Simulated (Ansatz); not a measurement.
# Two runs on BP

System: BP (F-43m, 2 atoms in the cell).
Method of run A: DFT, PBE, plane waves, PAW, no spin polarisation (Ansatz 0.2.0).

The structure was built on a prototype by a generator. The geometry comes from this level: r2SCAN. Text and figures count atoms from 1; the logs count them from 0 in places.

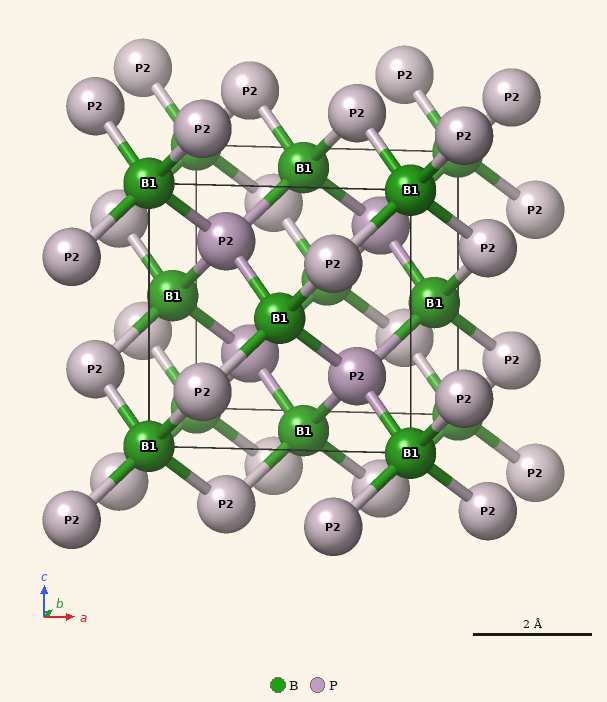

Figure 1. The structure as given in the input (ball-and-stick view of the cell 4 times as large as that of the calculation, set on its symmetry axes, seen slightly off an axis; neighbours outside the cell are drawn fainter; atoms are numbered from 1 in the order of the input). Near neighbours in the crystal (not all of them lie inside the picture): B has 4 P at 1.96 Å; P has 4 B at 1.96 Å.

Input file, run A:
```yaml
crystal:
  lattice:
    - [0.0, 2.2683156866, 2.2683156866]
    - [2.2683156866, 0.0, 2.2683156866]
    - [2.2683156866, 2.2683156866, 0.0]
  atoms:
    - { symbol: B, position: [0.0, 0.0, 0.0] }
    - { symbol: P, position: [0.25, 0.25, 0.25] }
kpoints:
  mp_grid: { grid: [10, 10, 10] }
  band_path:
    path:
      - [0.0, 0.0, 0.0]
      - [-0.5, -0.5, 0.0]
      - [-0.375, -0.375, 0.25]
      - [-0.375, 0.0, 0.375]
      - [0.0, 0.0, 0.5]
      - [-0.5, -0.25, 0.25]
      - [0.0, 0.414062, 0.414062]
    npoints: 1
hamiltonian:
  xc: pbe
scf:
  occupations: { method: fixed }
  n_extra_bands: 4
output:
  forces: true
  stress: true
  eigenvalues: true
```

Command:
```bash
ansatz run input.yaml --threads 2 --pin off --max-ram 3686MiB --backend cpu --events-out ev --progress --plain --runs-dir out
```

Hardware: 2 threads of Intel Xeon @ 2.90GHz (Ice Lake), 64 GiB of memory available, shared host.

Output, shortened to warnings, some set-up lines, iterations and results (run A):
```
Basis set: ecut = 420 eV, 459 PW (Γ), exchange–correlation on 48×48×48 points (8 copies of the dense FFT grid, shifted against one another)
Symmetry: 24 space group operations
k-points: 47 of 1000 (time reversal used)
Initial density: superposition of atomic densities (neutral atoms: chi_scale 0, normalization atom), corrected by the library's trained network
[...]
SCF iter   1: F=—  HF=-912.446182 eV  |F-HF|=—  |Δ(HF+E_count)|=         —  Δρ=1.57e-3  dr2=5.14e-4  ethr=1.77e-3  ⟨swp⟩=5.1  Hψ=2751  notcnv=0  defer=86
SCF iter   2: F=—  HF=-912.446288 eV  |F-HF|=—  |Δ(HF+E_count)|=   1.07e-4  Δρ=8.80e-4  dr2=1.77e-4  ethr=6.42e-6  ⟨swp⟩=2.4  Hψ=1041  notcnv=0  defer=90
SCF iter   3: F=—  HF=-912.446255 eV  |F-HF|=—  |Δ(HF+E_count)|=   3.35e-5  Δρ=4.14e-4  dr2=1.90e-5  ethr=2.21e-6  ⟨swp⟩=2.0  Hψ=532  notcnv=0  defer=88
SCF iter   4: F=—  HF=-912.446277 eV  |F-HF|=—  |Δ(HF+E_count)|=   2.18e-5  Δρ=1.37e-4  dr2=5.51e-6  ethr=2.38e-7  ⟨swp⟩=2.0  Hψ=568  notcnv=0  defer=83
SCF iter   5: F=—  HF=-912.446275 eV  |F-HF|=—  |Δ(HF+E_count)|=   1.42e-6  Δρ=3.80e-5  dr2=4.29e-7  ethr=6.88e-8  ⟨swp⟩=2.0  Hψ=527  notcnv=0  defer=82
SCF iter   6: F=-912.446275 eV  HF=-912.446275 eV  |F-HF|=2.57e-8  |Δ(HF+E_count)|=   1.11e-7  Δρ=1.09e-5  dr2=3.55e-8  ethr=1.25e-9  ⟨swp⟩=8.8  Hψ=2294  notcnv=0
SCF 1 converged in 6 iterations: F = -912.446275 eV  dr2 = 3.55e-8
NSCF: frozen V_eff on 7 k-points
SCF converged after 6 iterations
Free energy (F): -912.446275 eV
Harris-Foulkes:  -912.446275 eV  (|F-HF|=2.57e-8)
Internal energy: -912.446275 eV  (E = F + TS)
E sigma→0 (E₀):  -912.446275 eV
Fermi energy:    9.276725 eV
--- Per-component energies (eV) ---
  E_band       = 22.252140
  E_kinetic    = 121.741681
  E_local      = -67.843381  (includes V_loc(G=0)·N_el)
  E_nonlocal   = 45.031984
  E_hartree    = 17.041110
  E_xc         = -94.874460
  E_vxc        = -100.551233  (∫ρ·V_xc dr)
  E_paw        = -647.965564  (= ΣΔE_a)
  E_vpaw       = -10.209403  (= ΣTr[D̂ρ^β])
  E_aug_tail   = 0.000001  (compensation charges beyond the density's cutoff)
  E_ewald      = -285.577646
  E_smearing   = -0.000000  (= −TS)
  E_closure    = -0.000000  (closes the sum)
  Σ components = -912.446275   (vs F -912.446275, Δ=0.00e0)
--- Forces (eV/Å), atoms counted from 1 ---
  atom   1  B      0.00000000    -0.00000000     0.00000000
  atom   2  P     -0.00000000     0.00000000    -0.00000000
  max |Σ_I F_I| component: 3.33e-16 eV/Å
--- Stress (GPa, compression-positive) ---
        1.282877       0.000000      -0.000000
        0.000000       1.282877       0.000000
       -0.000000       0.000000       1.282877
  P = ⅓ Tr σ = 1.2829 GPa (12.829 kbar)
```

For run B the input was changed thus:
```diff
-  xc: pbe
+  xc: r2scan
```

Predict how the results change.

The total energies belong to different methods, so their difference says nothing on which is more stable or more accurate. The gap on the mesh goes from 1.24 to 1.42 eV. The pressure goes from 1.28 to −0.01 GPa. The functional changes from PBE to r2SCAN. The number of SCF iterations is the same. The default cutoff goes from 420 to 500 eV with the change. The plane waves at Γ go from 459 to 609.

Output, shortened to warnings, some set-up lines, iterations and results (run B):
```
Basis set: ecut = 500 eV, 609 PW (Γ), exchange–correlation on 96×96×96 points (64 copies of the dense FFT grid, shifted against one another)
Symmetry: 24 space group operations
k-points: 47 of 1000 (time reversal used)
Initial density: superposition of atomic densities (neutral atoms: chi_scale 0, normalization atom), corrected by the library's trained network
[...]
SCF iter   1: F=—  HF=-916.651159 eV  |F-HF|=—  |Δ(HF+E_count)|=         —  Δρ=4.39e-3  dr2=2.28e-3  dr2_τ=1.31e-1  ethr=1.77e-3  ⟨swp⟩=5.1  Hψ=2773  notcnv=0  defer=85
SCF iter   2: F=—  HF=-916.687053 eV  |F-HF|=—  |Δ(HF+E_count)|=   3.59e-2  Δρ=2.93e-3  dr2=9.34e-4  dr2_τ=3.91e-5  ethr=2.85e-5  ⟨swp⟩=2.9  Hψ=1119  notcnv=0  defer=91
SCF iter   3: F=—  HF=-916.687199 eV  |F-HF|=—  |Δ(HF+E_count)|=   1.46e-4  Δρ=9.40e-4  dr2=2.35e-4  dr2_τ=1.63e-5  ethr=1.17e-5  ⟨swp⟩=2.9  Hψ=659  notcnv=0  defer=89
SCF iter   4: F=—  HF=-916.687137 eV  |F-HF|=—  |Δ(HF+E_count)|=   6.23e-5  Δρ=2.78e-4  dr2=9.89e-6  dr2_τ=6.47e-7  ethr=2.94e-6  ⟨swp⟩=2.4  Hψ=576  notcnv=0  defer=89
SCF iter   5: F=—  HF=-916.687137 eV  |F-HF|=—  |Δ(HF+E_count)|=   4.90e-7  Δρ=4.58e-5  dr2=2.17e-7  dr2_τ=2.43e-8  ethr=1.24e-7  ⟨swp⟩=2.1  Hψ=554  notcnv=0  defer=78
SCF iter   6: F=-916.687137 eV  HF=-916.687137 eV  |F-HF|=5.10e-9  |Δ(HF+E_count)|=   5.03e-8  Δρ=7.65e-6  dr2=5.94e-9  dr2_τ=4.62e-10  ethr=1.25e-9  ⟨swp⟩=8.1  Hψ=2389  …
SCF 1 converged in 6 iterations: F = -916.687137 eV  dr2 = 5.94e-9
NSCF: frozen V_eff on 7 k-points
SCF converged after 6 iterations
Free energy (F): -916.687137 eV
Harris-Foulkes:  -916.687137 eV  (|F-HF|=5.10e-9)
Internal energy: -916.687137 eV  (E = F + TS)
E sigma→0 (E₀):  -916.687137 eV
Fermi energy:    9.246760 eV
--- Per-component energies (eV) ---
  E_band       = 19.150536
  E_kinetic    = 121.486187
  E_local      = -66.753903  (includes V_loc(G=0)·N_el)
  E_nonlocal   = 44.162897
  E_hartree    = 17.037710
  E_xc         = -91.100265
  E_vxc        = -108.132727  (∫ρ·V_xc dr)
  E_paw        = -655.832832  (= ΣΔE_a)
  E_vpaw       = -10.620866  (= ΣTr[D̂ρ^β])
  E_aug_tail   = -0.000001  (compensation charges beyond the density's cutoff)
  E_vtau       = 4.933578  (kinetic-family band-sum trace: ∫τ·v_τ [+ j·A + Jᵃ·Aᵃ] dr)
  E_ewald      = -285.577646
  E_core_change = -0.109284  (= ΣΔE_core)
  E_smearing   = -0.000000  (= −TS)
  E_closure    = 0.000000  (closes the sum)
  Σ components = -916.687137   (vs F -916.687137, Δ=0.00e0)
--- Forces (eV/Å), atoms counted from 1 ---
  atom   1  B      0.00000000    -0.00000000     0.00000000
  atom   2  P     -0.00000000     0.00000000    -0.00000000
  max |Σ_I F_I| component: 2.59e-16 eV/Å
--- Stress (GPa, compression-positive) ---
       -0.010986      -0.000000      -0.000000
       -0.000000      -0.010986       0.000000
       -0.000000       0.000000      -0.010986
  P = ⅓ Tr σ = -0.0110 GPa (-0.110 kbar)
```

The two runs side by side:

| quantity | run A | run B |
| --- | --- | --- |
| outcome | converged | converged |
| free energy per atom (eV) | −456.2231 | −458.3436 |
| gap on the mesh (eV) | 1.24 | 1.42 |
| pressure (GPa) | 1.28 | −0.01 |
| largest force (eV/Å) | 0.000 | 0.000 |
| SCF iterations | 6 | 6 |
| irreducible k-points | 47 | 47 |
| plane waves at Γ | 459 | 609 |
| wall time (shared host) | 0.79 s | 1.5 s |
